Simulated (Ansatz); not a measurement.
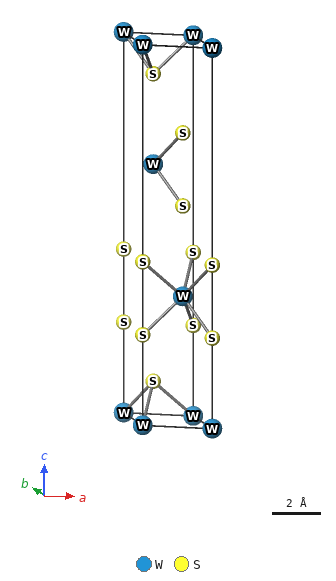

Phonons of a crystal of WS₂ relaxed at 18 GPa, space group R3m (No. 160), at the zone centre. Style: ball-and-stick. Shown: the conventional cell (3 times the calculation's cell), slightly off an axis. Lengths and directions refer to the drawn axes.

Level of theory: DFT PBEsol, scalar-relativistic, plane waves, PAW (Ansatz 0.2.0).

Input
```yaml
crystal:
  lattice:
    - [1.5228090589, 0.87919422, 5.4637976271]
    - [-1.5228090589, 0.87919422, 5.4637976271]
    - [0.0, -1.7583884401, 5.4637976271]
  atoms:
    - { symbol: W, position: [-0.0005313493, -0.0005313493, -0.0005313493] }
    - { symbol: S, position: [0.761858854, 0.761858854, 0.761858854] }
    - { symbol: S, position: [0.5699724954, 0.5699724954, 0.5699724954] }
basis:
  ecutwfc: 420
kpoints:
  mp_grid: { grid: [12, 12, 12] }
hamiltonian:
  xc: pbesol
scf:
  occupations: { method: gaussian, width: 0.01 }
output:
  eigenvalues: true
phonons:
  method: dfpt
  eigenvectors: true
```

Run as
```bash
ansatz run input.yaml --threads 1 --pin off --max-ram 3072MiB --backend cpu --events-out ev --progress --plain --runs-dir out
```

Frequencies are those without the non-analytic (LO–TO) term.

Which optical modes does it have, at what frequencies, and is it stable there?

The calculation's cell holds 3 atoms, so there are 6 optical modes, in 4 levels. The optical modes span 2E + 2A₁. No level is unstable.

```
level  symmetry  frequency (cm⁻¹)                    activity
    1         E               328  infrared- and Raman-active
    2         E               374  infrared- and Raman-active
    3        A₁               453  infrared- and Raman-active
    4        A₁               469  infrared- and Raman-active
```

The displacement patterns (one member of each degenerate set):

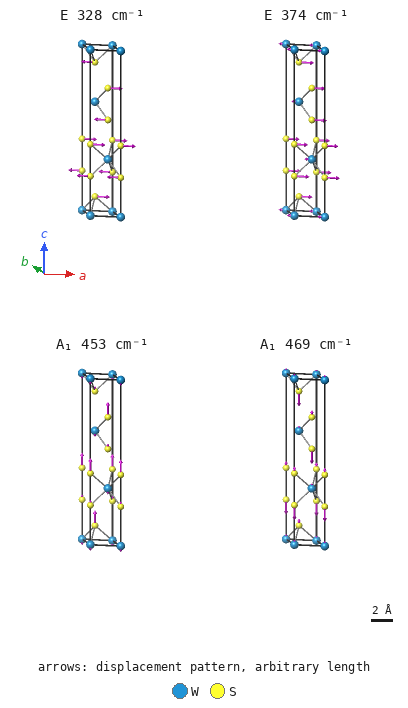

Limits of the set-up: layers or molecules are held without a dispersion correction, so their spacing is unreliable.
